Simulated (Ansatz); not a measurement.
The structure in question:

```yaml
crystal:
  lattice:
    - [11.26214, 0.08342, 0.13132]
    - [0.01614, 2.24835, 0.00262]
    - [-4.22646, -0.00769, 21.73928]
  atoms:
    - { symbol: Cu, position: [0.50000, 0.50000, 0.50000] }
```

Question: Before looking at a picture, describe the arrangement of atoms.

Answer: The element is copper. The cell holds one atom. About every Cu there are two Cu in a linear arrangement at 2.25 Å. The bonds build Cu chains along [010].

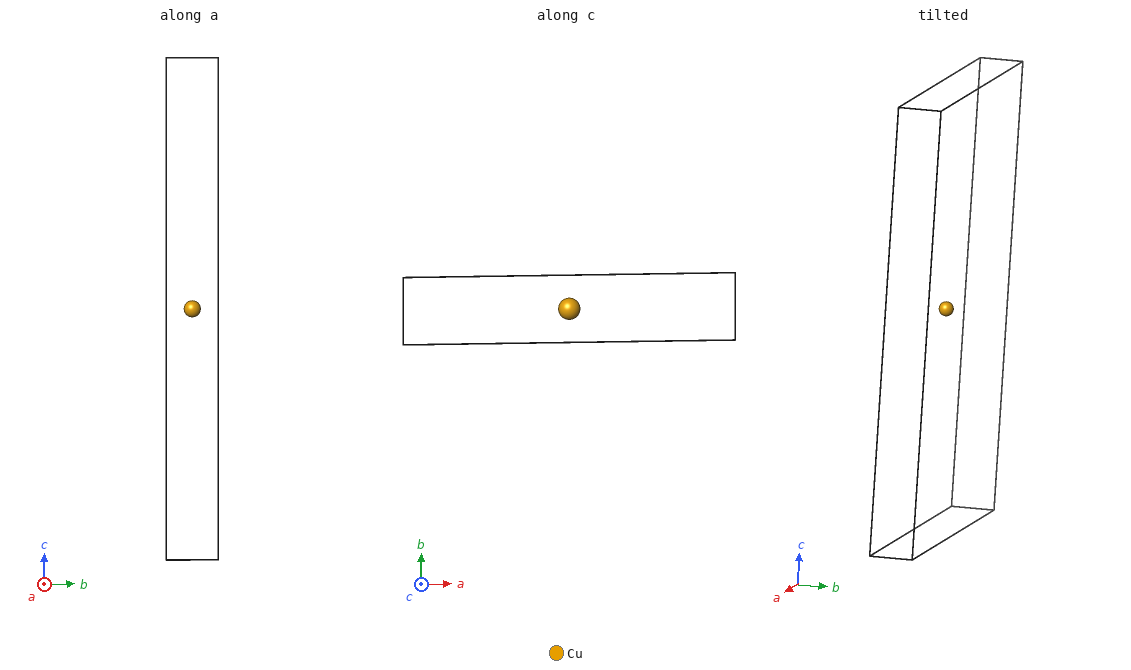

Ball-and-stick representation of a periodic structure, projected along the a axis, along the c axis and slightly off an axis. The simulation cell is outlined; an atom on or near a face, edge or corner is repeated at each equivalent position.

It derives from a structure listed in the Materials Project. The cell was then strained or its atoms displaced on purpose. A calculation with Ansatz used it as input.
